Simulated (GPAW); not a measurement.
# NaF (Villiaumite): G0W0 with GPAW, start to end

Aim: the G0W0 gap of NaF (Villiaumite) on PBE, step by step.

Main program and level: GPAW 26.7.0; PBE and many-body steps on it, plane waves.

## 1. The starting structure

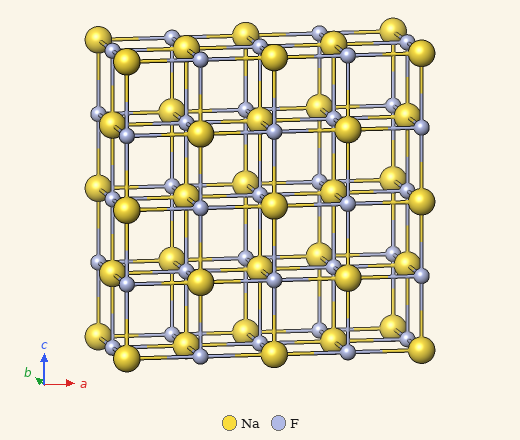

Start, viewed slightly off an axis; sodium yellow, fluorine light blue. 2×1×2 cells are drawn. This picture shows the conventional cell, with its axes. Some periodic images of atoms are drawn too.

As a file:

```cif
data_structure
_symmetry_space_group_name_H-M 'Fm-3m'
_symmetry_Int_Tables_number 225
_cell_length_a 4.6400
_cell_length_b 4.6400
_cell_length_c 4.6400
_cell_angle_alpha 90.000
_cell_angle_beta 90.000
_cell_angle_gamma 90.000
_cell_volume 99.90
loop_
_atom_site_label
_atom_site_type_symbol
_atom_site_symmetry_multiplicity
_atom_site_Wyckoff_symbol
_atom_site_fract_x
_atom_site_fract_y
_atom_site_fract_z
_atom_site_occupancy
Na1 Na 4 a 0.00000 0.00000 0.00000 1
F1 F 4 b 0.50000 0.00000 0.00000 1
```

The cell and positions come from the Crystallography Open Database and are kept as given unless a step says otherwise.

## 2. Ground state

This step: GPAW 26.7.0; DFT, PBE, plane waves, PAW.

The ground-state density comes first.

Contents of run.py:

```python
import json
import numpy as np
from gpaw.mpi import world
from ase import Atoms
from gpaw import GPAW, PW, FermiDirac

atoms = Atoms(['Na', 'F'],
    cell=[[0.0000000000, 2.3200000000, 2.3200000000],
      [2.3200000000, 0.0000000000, 2.3200000000],
      [2.3200000000, 2.3200000000, 0.0000000000]],
    scaled_positions=[[0.0000000000, 0.0000000000, 0.0000000000],
      [0.5000000000, 0.5000000000, 0.5000000000]],
    pbc=(True, True, True))
calc = GPAW(mode=PW(600),
    xc='PBE',
    kpts={'size': (8, 8, 8), 'gamma': True},
    occupations=FermiDirac(0.001),
    nbands=-7,
    convergence={'density': 1e-6, 'bands': -3},
    maxiter=100,
    txt='gs.txt')
atoms.calc = calc
res = {'energy': atoms.get_potential_energy()}
kpts = calc.get_ibz_k_points()
res['kpts'] = kpts
res['eigenvalues'] = [calc.get_eigenvalues(kpt=k) for k in range(len(kpts))]
res['n_electrons'] = calc.get_number_of_electrons()
calc.write('gs.gpw')

if world.rank == 0:
    with open('result.json', 'w') as f:
        json.dump(res, f, default=lambda x: x.tolist())
```

Command:

```
> mpirun -n 4 gpaw python run.py
```

What it wrote:

```text
__  _  _
 | _ |_)|_||  |
 |__||  | ||/\| - 26.7.0

Input parameters:
  mode=PW(ecut=600.0),
  convergence={'density': 1e-06, 'bands': -3},
  kpts=MonkhorstPack(size=(8, 8, 8), gamma=True),
  maxiter=100,
  nbands=-7,
  occupations=Occupations(name='fermi-dirac', width=0.001, fixmagmom=False),
  xc=XC(name='PBE')
  [... matrices ...]
Diagonalizing LCAO Hamiltonian
Converting LCAO to pw mode

               F

       Na

Atoms  # Å, Bohr magnetons
|   | symbol |        x |        y |        z |    initial magnetic moments |
| 0 |     Na | 0.000000 | 0.000000 | 0.000000 | ( 0.0000,  0.0000,  0.0000) |
| 1 |      F | 2.320000 | 2.320000 | 2.320000 | ( 0.0000,  0.0000,  0.0000) |

Unit cell  # Å
| periodic |        x |        y |        z |  lengths |    angles |
|      yes | 0.000000 | 2.320000 | 2.320000 | 3.280975 | 60.000000 |
|      yes | 2.320000 | 0.000000 | 2.320000 | 3.280975 | 60.000000 |
|      yes | 2.320000 | 2.320000 | 0.000000 | 3.280975 | 60.000000 |

Number of symmetries: 48
Symmetry operations  # r_c * U_cc + t_c -> r_c
|    | kind |            matrix            |
|  0 |  σ   |  1, 0, 0,  1, 0,-1,  1,-1, 0 |
|  1 |  C2  |  1, 0, 0,  1,-1, 0,  1, 0,-1 |
|  2 |  E   |  1, 0, 0,  0, 1, 0,  0, 0, 1 |
|  3 |  σ   |  1, 0, 0,  0, 0, 1,  0, 1, 0 |
|  4 |  C4  |  1, 0,-1,  1, 0, 0,  1,-1, 0 |
|  5 |  S6  |  1, 0,-1,  1,-1, 0,  1, 0, 0 |
|  6 |  σ   |  1, 0,-1,  0, 1,-1,  0, 0,-1 |
|  7 |  C3  |  1, 0,-1,  0, 0,-1,  0, 1,-1 |
|  8 |  S6  |  1,-1, 0,  1, 0, 0,  1, 0,-1 |
|  9 |  C4  |  1,-1, 0,  1, 0,-1,  1, 0, 0 |
| 10 |  C3  |  1,-1, 0,  0,-1, 1,  0,-1, 0 |
| 11 |  σ   |  1,-1, 0,  0,-1, 0,  0,-1, 1 |
| 12 |  σ   |  0, 1, 0,  1, 0, 0,  0, 0, 1 |
| 13 |  C4  |  0, 1, 0,  0, 1,-1, -1, 1, 0 |
| 14 |  C3  |  0, 1, 0,  0, 0, 1,  1, 0, 0 |
| 15 |  S6  |  0, 1, 0, -1, 1, 0,  0, 1,-1 |
| 16 |  C2  |  0, 1,-1,  1, 0,-1,  0, 0,-1 |
| 17 |  σ   |  0, 1,-1,  0, 1, 0, -1, 1, 0 |
| 18 |  S4  |  0, 1,-1,  0, 0,-1,  1, 0,-1 |
| 19 |  C4  |  0, 1,-1, -1, 1, 0,  0, 1, 0 |
| 20 |  C3  |  0, 0, 1,  1, 0, 0,  0, 1, 0 |
| 21 |  σ   |  0, 0, 1,  0, 1, 0,  1, 0, 0 |
| 22 |  S6  |  0, 0, 1,  0,-1, 1, -1, 0, 1 |
| 23 |  C4  |  0, 0, 1, -1, 0, 1,  0,-1, 1 |
| 24 |  S4  |  0, 0,-1,  1, 0,-1,  0, 1,-1 |
| 25 |  C3  |  0, 0,-1,  0, 1,-1,  1, 0,-1 |
| 26 |  C2  |  0, 0,-1,  0,-1, 0, -1, 0, 0 |
| 27 |  S6  |  0, 0,-1, -1, 0, 0,  0,-1, 0 |
| 28 |  S4  |  0,-1, 1,  1,-1, 0,  0,-1, 0 |
| 29 |  C4  |  0,-1, 1,  0, 0, 1, -1, 0, 1 |
| 30 |  C2  |  0,-1, 1,  0,-1, 0,  1,-1, 0 |
| 31 |  σ   |  0,-1, 1, -1, 0, 1,  0, 0, 1 |
| 32 |  C3  |  0,-1, 0,  1,-1, 0,  0,-1, 1 |
| 33 |  S6  |  0,-1, 0,  0, 0,-1, -1, 0, 0 |
| 34 |  S4  |  0,-1, 0,  0,-1, 1,  1,-1, 0 |
| 35 |  C2  |  0,-1, 0, -1, 0, 0,  0, 0,-1 |
| 36 |  C2  | -1, 1, 0,  0, 1, 0,  0, 1,-1 |
| 37 |  S6  | -1, 1, 0,  0, 1,-1,  0, 1, 0 |
| 38 |  S4  | -1, 1, 0, -1, 0, 1, -1, 0, 0 |
| 39 |  C3  | -1, 1, 0, -1, 0, 0, -1, 0, 1 |
| 40 |  S6  | -1, 0, 1,  0, 0, 1,  0,-1, 1 |
| 41 |  C2  | -1, 0, 1,  0,-1, 1,  0, 0, 1 |
| 42 |  C3  | -1, 0, 1, -1, 1, 0, -1, 0, 0 |
| 43 |  S4  | -1, 0, 1, -1, 0, 0, -1, 1, 0 |
| 44 |  C2  | -1, 0, 0,  0, 0,-1,  0,-1, 0 |
| 45 |  i   | -1, 0, 0,  0,-1, 0,  0, 0,-1 |
| 46 |  σ   | -1, 0, 0, -1, 1, 0, -1, 0, 1 |
| 47 |  C2  | -1, 0, 0, -1, 0, 1, -1, 1, 0 |

BZ-sampling:
  Number of BZ points: 512
  Number of IBZ points: 29

  Monkhorst-Pack size: [8, 8, 8]
  Monkhorst-Pack shift: [0.0625, 0.0625, 0.0625]

K-points  # in reciprocal-cell coordinates
|     |                                coordinates |     weight |
|   0 | (  0.00000000,   0.00000000,   0.00000000) | 0.00195312 |
|   1 | (  0.12500000,   0.12500000,   0.00000000) | 0.01171875 |
|   2 | (  0.12500000,   0.12500000,   0.12500000) | 0.01562500 |
|   3 | (  0.25000000,   0.12500000,   0.12500000) | 0.02343750 |
|   4 | (  0.25000000,   0.25000000,   0.00000000) | 0.01171875 |
|   5 | (  0.25000000,   0.25000000,   0.12500000) | 0.04687500 |
|   6 | (  0.25000000,   0.25000000,   0.25000000) | 0.01562500 |
|   7 | (  0.37500000,   0.25000000,  -0.37500000) | 0.04687500 |
|   8 | (  0.37500000,   0.25000000,   0.12500000) | 0.04687500 |
|   9 | (  0.37500000,   0.25000000,   0.25000000) | 0.04687500 |
| ... |                                            |            |
|  28 | (  0.50000000,   0.50000000,   0.50000000) | 0.00781250 |

Plane wave coefficients: 869
Cutoff: 600.0 eV

Spin-components: 1 (collinear spins)
Bands:           14
Projectors:      10
Spin-degeneracy: 2
Datatype:        complex128

  Storage: CPU
  Wave functions: 5_645_024 bytes (1_411_256 per core)
  Projectors: 8_467_536 bytes (2_116_884 per core)
  [... matrices ...]
Parallelization:
  kpt:    4
  domain: 1
  band:   1

Density:
  Valence electrons: 14.0
  Components: 1
  Grid points: [20 20 20]
  Charge: 0.0  # |e|

Potential:
  Grid points: [20 20 20]

species:
  Na:
    name:    Sodium
    Z:       11.0
    valence: 7
    core:    4
    charge:  0.0  # [|e|]
    compensation charges:
      type: gauss
      rc: 0.37  # [Å]
      lmax: 2
    cutoffs:
      filter: 2.17  # [Å]
      core: 2.59  # [Å]
    projectors
    | kind |    occ | energy [eV] | rcut [Å] |
    |   3s |  1.000 |      -2.744 |    1.201 |
    |   2p |  6.000 |     -28.672 |    1.217 |
    |   3p |  0.000 |      -0.743 |    1.217 |
    |    s |        |      24.468 |    1.201 |
    |    d |        |       0.000 |    1.238 |

    Using partial waves for Na as LCAO basis

  F:
    name:    Fluorine
    Z:       9.0
    valence: 7
    core:    2
    charge:  0.0  # [|e|]
    compensation charges:
      type: gauss
      rc: 0.20  # [Å]
      lmax: 2
    cutoffs:
      filter: 1.14  # [Å]
      core: 0.74  # [Å]
    projectors
    | kind |    occ | energy [eV] | rcut [Å] |
    |   2s |  2.000 |     -29.898 |    0.635 |
    |   2p |  5.000 |     -11.110 |    0.635 |
    |    s |        |      -2.687 |    0.635 |
    |    p |        |      16.102 |    0.635 |
    |    d |        |       0.000 |    0.635 |

    Using partial waves for F as LCAO basis

Reference energy: -7132.691283  # eV

eigensolver:
  PPCG
  Converge bands: -3
  niter=2

density mixing:
  MSR1-Mixer
  Pratt-step length: 0.05
  Maximum mixing coefficient: 0.75
  Old densities: 10
  SVD Regularization: 0.005
  Good broyden scale: 1.0
  Trust region scale: 1.0
  Backstep threshold: 4.0
  History deletion threshold: 6.0
  Fourier metric: weight=20.0, sigma=0.015

occupation numbers:
  Fermi-Dirac:
    width: 0.0010  # eV

poisson solver:
  ecut: 4800.0  # eV

xc functional:
  name: PBE with 2 nearest neighbor stencil

Initialization done in: 1.040 s

convergence criteria:
- Maximum integral of absolute [dens]ity change: 1e-06 electrons / valence electron
- Maximum [total energy] change in last 3 cyles: 0.0005 eV / valence electron
- Maximum integral of absolute [eigenst]ate change: 4e-08 eV^2 / valence electron
maximum number of iterations: 100

SCF iterations
|iter     |     time |      energy | eigst |  dens |
|iter:   1|  |   -8.934169 | +2.01 |       |
|iter:   2|  |   -8.812723 | +0.08 | -1.17 |
|iter:   3|  |   -8.482244 | -0.94 | -1.21 |
|iter:   4|  |   -8.488172 | -3.16 | -1.61 |
|iter:   5|  |   -8.493852 | -3.00 | -1.88 |
|iter:   6|  |   -8.493948c| -4.90 | -2.93 |
|iter:   7|  |   -8.493987c| -5.31 | -3.29 |
|iter:   8|  |   -8.493988c| -6.90 | -4.20 |
|iter:   9|  |   -8.493988c| -8.14c| -4.98 |
|iter:  10|  |   -8.493988c| -8.54c| -5.44 |
|iter:  11|  |   -8.493988c| -9.87c| -6.80c|

Converged in 11 steps
SCF loop duration: 1.589 s (0.144 s/step)
Energy contributions relative to reference atoms: (reference = -7132.691283)
  [... matrices ...]
Energy contributions:
  Kinetic:          12.584751
  Coulomb:         -11.836116
  Zero:              0.176891
  External:          0.000000
  Xc:               -9.419515
  Entropy:          -0.000000
  Spinorbit:         0.000000
  ----------------------------
  Free energy:      -8.493988
  Extrapolated:     -8.493988

dipole moment: (-4.317978, -4.317978, -4.317978)  # |e|*Ang

Fermi level: 0.148
Eigenvalues  # (at kpt = [0.000, 0.000, 0.000])
| band index |      eig [eV] | occ [0-2] |
|          0 |       -20.936 |     2.000 |
|          1 |       -20.670 |     2.000 |
|          2 |       -20.670 |     2.000 |
|          3 |       -20.670 |     2.000 |
|          4 |        -1.755 |     2.000 |
|          5 |        -1.755 |     2.000 |
|          6 |        -1.755 |     2.000 |
|          7 |         4.552 |     0.000 |
|          8 |        17.233 |     0.000 |
|          9 |        17.233 |     0.000 |
|         10 |        17.233 |     0.000 |
|         11 |        20.090 |     0.000 |
|         12 |        22.268 |     0.000 |
|         13 |        22.268 |     0.000 |

Gap: 6.307 eV
Transition (v -> c):
  (s=0, k=0, n=6, [0.00, 0.00, 0.00]) -> (s=0, k=0, n=7, [0.00, 0.00, 0.00])
No difference between direct/indirect transitions
# Writing to gs.gpw (mode='')
  [... matrices ...]
```

Elapsed: 4.4 s, on 4 MPI ranks of Arm Neoverse V2, shared host; peak memory 0.6 GiB; 17 s of CPU time.

Numbers from this step:

```
total energy               : -8.494 eV
gap                        : 6.307 eV
k of the valence top       : 0, 0, 0
k of the conduction bottom : 0, 0, 0
least direct gap           : 6.307 eV
```

The gap is direct, at Γ.

## 3. Bands along the symmetry lines

Levels along a band path, at the cheap level, show where the edges lie and whether the meshes to come will hold them.

Contents of run.py:

```python
import json
import numpy as np
from gpaw.mpi import world
from gpaw import GPAW

path = [[0.000000, 0.000000, 0.000000],
    [0.062500, 0.000000, 0.062500],
    [0.125000, 0.000000, 0.125000],
    [0.187500, 0.000000, 0.187500],
    [0.250000, 0.000000, 0.250000],
    [0.312500, 0.000000, 0.312500],
    [0.375000, 0.000000, 0.375000],
    [0.437500, 0.000000, 0.437500],
    [0.500000, 0.000000, 0.500000],
    [0.515625, 0.031250, 0.515625],
    [0.531250, 0.062500, 0.531250],
    [0.546875, 0.093750, 0.546875],
    [0.562500, 0.125000, 0.562500],
    [0.578125, 0.156250, 0.578125],
    [0.593750, 0.187500, 0.593750],
    [0.609375, 0.218750, 0.609375],
    [0.625000, 0.250000, 0.625000],
    [0.375000, 0.375000, 0.750000],
    [0.328125, 0.328125, 0.656250],
    [0.281250, 0.281250, 0.562500],
    [0.234375, 0.234375, 0.468750],
    [0.187500, 0.187500, 0.375000],
    [0.140625, 0.140625, 0.281250],
    [0.093750, 0.093750, 0.187500],
    [0.046875, 0.046875, 0.093750],
    [0.000000, 0.000000, 0.000000],
    [0.062500, 0.062500, 0.062500],
    [0.125000, 0.125000, 0.125000],
    [0.187500, 0.187500, 0.187500],
    [0.250000, 0.250000, 0.250000],
    [0.312500, 0.312500, 0.312500],
    [0.375000, 0.375000, 0.375000],
    [0.437500, 0.437500, 0.437500],
    [0.500000, 0.500000, 0.500000],
    [0.500000, 0.468750, 0.531250],
    [0.500000, 0.437500, 0.562500],
    [0.500000, 0.406250, 0.593750],
    [0.500000, 0.375000, 0.625000],
    [0.500000, 0.343750, 0.656250],
    [0.500000, 0.312500, 0.687500],
    [0.500000, 0.281250, 0.718750],
    [0.500000, 0.250000, 0.750000],
    [0.500000, 0.218750, 0.718750],
    [0.500000, 0.187500, 0.687500],
    [0.500000, 0.156250, 0.656250],
    [0.500000, 0.125000, 0.625000],
    [0.500000, 0.093750, 0.593750],
    [0.500000, 0.062500, 0.562500],
    [0.500000, 0.031250, 0.531250],
    [0.500000, 0.000000, 0.500000]]
calc = GPAW('gs.gpw').fixed_density(kpts=path,
    symmetry='off',
    nbands=17,
    convergence={'bands': 13},
    txt='bands.txt')
res = {}
kpts = calc.get_ibz_k_points()
res['kpts'] = kpts
res['eigenvalues'] = [calc.get_eigenvalues(kpt=k) for k in range(len(kpts))]
res['n_electrons'] = calc.get_number_of_electrons()

if world.rank == 0:
    with open('result.json', 'w') as f:
        json.dump(res, f, default=lambda x: x.tolist())
```

Command:

```
> mpirun -n 4 gpaw python run.py
```

What it wrote:

```text
Diagonalizing LCAO Hamiltonian
Converting LCAO to pw mode
convergence criteria:
- Maximum integral of absolute [eigenst]ate change: 4e-08 eV^2 / valence electron
maximum number of iterations: 100

SCF iterations
|iter     |     time |      energy | eigst |  dens |
|iter:   1|  |             | +2.37 |       |
|iter:   2|  |             | +0.77 |       |
|iter:   3|  |             | -0.97 |       |
|iter:   4|  |             | -2.99 |       |
|iter:   5|  |             | -4.95 |       |
|iter:   6|  |             | -6.57 |       |
|iter:   7|  |             | -8.08c|       |
SCF steps: 7
  __  _  _
 | _ |_)|_||  |
 |__||  | ||/\| - 26.7.0

Input parameters:
  mode=PW(ecut=600.0),
  convergence={'bands': 13},
  gpts=array([20, 20, 20]),
  kpts=KPoints(kpts=array([[0.      , 0.      , 0.      ],
         [0.0625  , 0.      , 0.0625  ],
         [0.125   , 0.      , 0.125   ],
         [0.1875  , 0.      , 0.1875  ],
[...]
[0.515625, 0.03125 , 0.515625],
[...]
[0.546875, 0.09375 , 0.546875],
[...]
[0.578125, 0.15625 , 0.578125],
[...]
[0.609375, 0.21875 , 0.609375],
[...]
[0.328125, 0.328125, 0.65625 ],
[...]
[0.234375, 0.234375, 0.46875 ],
[...]
[0.140625, 0.140625, 0.28125 ],
[...]
[0.046875, 0.046875, 0.09375 ],
[...]
[0.5     , 0.0625  , 0.5625  ],
         [0.5     , 0.03125 , 0.53125 ],
         [0.5     , 0.      , 0.5     ]])),
  maxiter=100,
  nbands=17,
  occupations=Occupations(name='fermi-dirac', width=0.001, fixmagmom=False),
  parallel={},
  symmetry=Symmetry(point_group=False, time_reversal=False),
  xc=XC(name='PBE')
```

Wall time 4.2 s (4 MPI ranks); peak memory 0.63 GiB; 16 s of CPU time.

This step gave:

* gap: 6.307 eV
* k of the valence top: 0, 0, 0
* k of the conduction bottom: 0, 0, 0
* least direct gap: 6.307 eV

The gap is 6.307 eV, as in the run before at this level.

The electronic bands at the labelled points (eV, zero at the top of the highest filled band; v1 is the highest filled band, c1 the lowest empty one):

| point | v4 | v3 | v2 | v1 | c1 | c2 | c3 | c4 |
| --- | --- | --- | --- | --- | --- | --- | --- | --- |
| Γ | -18.91 | 0.00 | 0.00 | 0.00 | 6.31 | 18.99 | 18.99 | 18.99 |
| X | -18.93 | -1.26 | -0.40 | -0.40 | 13.17 | 13.33 | 13.60 | 19.84 |
| U | -18.49 | -1.04 | -0.82 | -0.37 | 12.85 | 13.25 | 14.71 | 19.38 |
| jump to K | -18.49 | -1.04 | -0.82 | -0.37 | 12.85 | 13.25 | 14.71 | 19.38 |
| Γ | -18.91 | 0.00 | 0.00 | 0.00 | 6.31 | 18.99 | 18.99 | 18.99 |
| L | -18.17 | -1.58 | -0.25 | -0.25 | 10.79 | 12.48 | 20.19 | 20.19 |
| W | -18.47 | -0.86 | -0.86 | -0.57 | 13.24 | 13.24 | 15.20 | 16.89 |
| X | -18.93 | -1.26 | -0.40 | -0.40 | 13.17 | 13.33 | 13.60 | 19.84 |

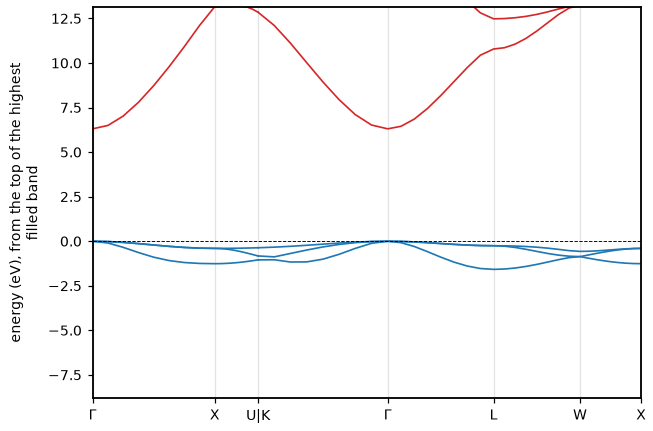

Electronic bands along the path; lines of filled and empty bands in two colours.

## 4. Empty states on the mesh, 6×6×6 mesh, 234 bands

The sums over transitions need many empty states on a uniform mesh; this step solves for them.

Contents of run.py:

```python
import json
import numpy as np
from gpaw.mpi import world
from gpaw import GPAW

calc = GPAW('gs.gpw').fixed_density(kpts={'size': (6, 6, 6), 'gamma': True},
    parallel={'domain': 1, 'band': 1},
    txt='nscf.txt')
calc.diagonalize_full_hamiltonian(nbands=234)
calc.write('full.gpw', mode='all')
res = {}
kpts = calc.get_ibz_k_points()
res['kpts'] = kpts
res['eigenvalues'] = [calc.get_eigenvalues(kpt=k) for k in range(len(kpts))]
res['n_electrons'] = calc.get_number_of_electrons()

if world.rank == 0:
    with open('result.json', 'w') as f:
        json.dump(res, f, default=lambda x: x.tolist())
```

Command:

```
> mpirun -n 4 gpaw python run.py
```

What it wrote:

```text
Diagonalizing LCAO Hamiltonian
Converting LCAO to pw mode
convergence criteria:
- Maximum integral of absolute [eigenst]ate change: 4e-08 eV^2 / valence electron
maximum number of iterations: 100

SCF iterations
|iter     |     time |      energy | eigst |  dens |
|iter:   1|  |             | +1.95 |       |
|iter:   2|  |             | +0.55 |       |
|iter:   3|  |             | -1.06 |       |
|iter:   4|  |             | -3.30 |       |
|iter:   5|  |             | -5.23 |       |
|iter:   6|  |             | -7.16 |       |
|iter:   7|  |             | -8.20c|       |
SCF steps: 7
  __  _  _
 | _ |_)|_||  |
 |__||  | ||/\| - 26.7.0

Input parameters:
  mode=PW(ecut=600.0),
  convergence={'density': 1e-06, 'bands': -3},
  gpts=array([20, 20, 20]),
  kpts=MonkhorstPack(size=(6, 6, 6), gamma=True),
  maxiter=100,
  nbands=14,
  occupations=Occupations(name='fermi-dirac', width=0.001, fixmagmom=False),
  parallel={'domain': 1, 'band': 1},
  xc=XC(name='PBE')
Matrix size: 869x869
# Writing to full.gpw (mode='all')
  [... matrices ...]

timing:  # [seconds]
  Total: 3.094  # ━━━━━━━━━━━━━━━━━━━━━━━━━━━━━━━━━━━━━━━━━━━━━━━━━━━━━━━━━━━
```

Wall time 6.3 s (4 MPI ranks); peak memory 0.87 GiB.

This step gave:

- gap: 6.307 eV
- k of the valence top: 0, 0, 0
- k of the conduction bottom: 0, 0, 0
- least direct gap: 6.307 eV
- k points computed: 16
- lowest point of the top converged band, above the valence top: 243.9262 eV

On this mesh the gap is 6.307 eV.

[end of part 1 of 2]

[Paths, hosts, dates, memory and timing lines, banners, echoed tables and standing remarks are left out of the program output.]

[Logs are printed without paths, hosts, clocks, repeated set-up lines and the standing remarks that a program may print on its own settings, such as how far it seeks lower states.]

[Runs of the session that timed out or met a known fault of the program may be left out.]

[Hosts, paths, dates, database ids (printed as entryN), source tags and the programs' standing remarks are cut or masked in the printed files.]
